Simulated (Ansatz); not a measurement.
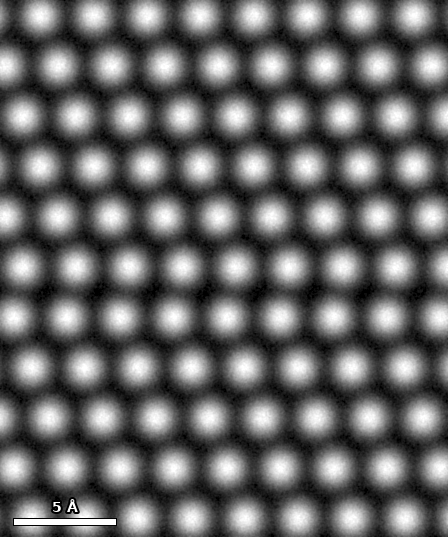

Dark-field STEM-like image of Ge (Fm-3m, No. 225) along [110]. The image is simulated as a sum over atoms of Z^1.7, blurred by a 1.30 Å probe (no channelling). The probe carries 15 % of its weight in a tail 2.5 times as wide. The display is stretched by a gamma of 0.65; percentages refer to the linear signal. Shot noise was added.

One planar defect was built into the perfect crystal by geometry alone, without relaxation. Host structure: coordinates from a relaxation with DFT, PBE, plane waves (420 eV) with PAW, scalar-relativistic (Ansatz 0.2.0); the starting structure was generated, so it need not be a known form of this composition.

Find the planar defect and say what kind it is.

Answer. A planar fault (a stacking fault) runs horizontally about 14 Å below the top edge. The part above it is shifted along the boundary by 1/2 of the 2.62 Å repeat of the rows (1.3 Å to the right, the same as to the left); both parts keep the same orientation.
